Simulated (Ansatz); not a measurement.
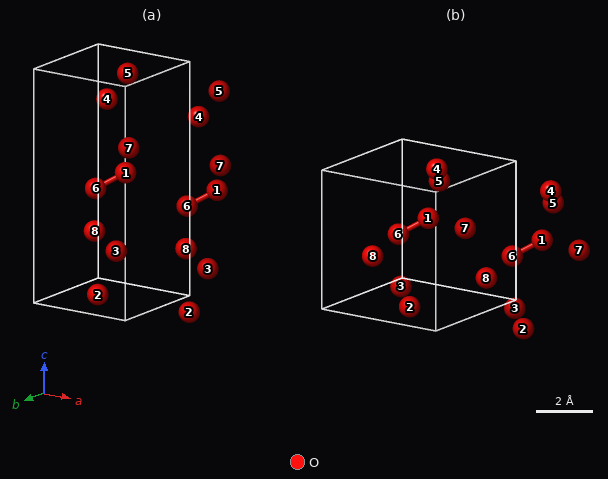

The structure of crystalline O (built on the database_92 type) before (left) and after (right) a relaxation, at one scale.

The picture is a ball-and-stick view of the cell of the calculation, repeated 2 × 1 × 1 with one cell outlined, seen from a free direction.

Case: structure listed in a database for this formula (P4_12_12, No. 92).

The calculation used DFT PBE, scalar-relativistic, plane waves, PAW in Ansatz.

The input:
```yaml
crystal:
  lattice:
    - [4.0441824888, 0.0, 0.0]
    - [0.0, 4.0441824888, 0.0]
    - [0.0, 0.0, 8.7832658222]
  atoms:
    - { symbol: O, position: [0.55591719, 0.3640279, 0.53067136] }
    - { symbol: O, position: [0.44408281, 0.6359721, 0.03067136] }
    - { symbol: O, position: [0.8640279, 0.94408281, 0.28067136] }
    - { symbol: O, position: [0.1359721, 0.05591719, 0.78067136] }
    - { symbol: O, position: [0.6359721, 0.44408281, 0.96932864] }
    - { symbol: O, position: [0.3640279, 0.55591719, 0.46932864] }
    - { symbol: O, position: [0.94408281, 0.8640279, 0.71932864] }
    - { symbol: O, position: [0.05591719, 0.1359721, 0.21932864] }
basis:
  ecutwfc: 420
kpoints:
  mp_grid: { grid: [10, 10, 4] }
hamiltonian:
  xc: pbe
scf:
  occupations: { method: gaussian, width: 0.1 }
output:
  forces: true
  stress: true
  eigenvalues: true
relax:
  adjacent_minimum: "off"
  f_tol: 0.01
  max_steps: 80
  cell: { stress_tol: 0.05 }
```

> What changed between the two?

The run was cut off at its time limit before the relaxation converged, so the last structure is only a point on the way. The largest moves relative to the cell, 0.91 Å, are those of 8 atoms (O1, O2, O3, O4 and others). O5 goes roughly along [2 3 0]. The drawn cell changes as follows: a = b 4.044 → 5.029 Å (+24.4 %), c 8.783 → 5.214 Å (−40.6 %); the volume changes by −8.2 %. The space group stays P4_12_12 (No. 92). Over 44 accepted moves (56 points after the start) the energy falls by 136 meV per atom. Largest force component: 0.22 eV/Å at the start, 0.013 eV/Å at the end. Pressure: −2.23 GPa at the start and 0.04 GPa at the end. The line search rejected the trial steps at points 11, 13, 18, 23, 40, 45 of the run. At 6 points the geometry stayed and the basis and grid were re-selected for the new cell (energy shift of 6.5 meV per atom at most each time).
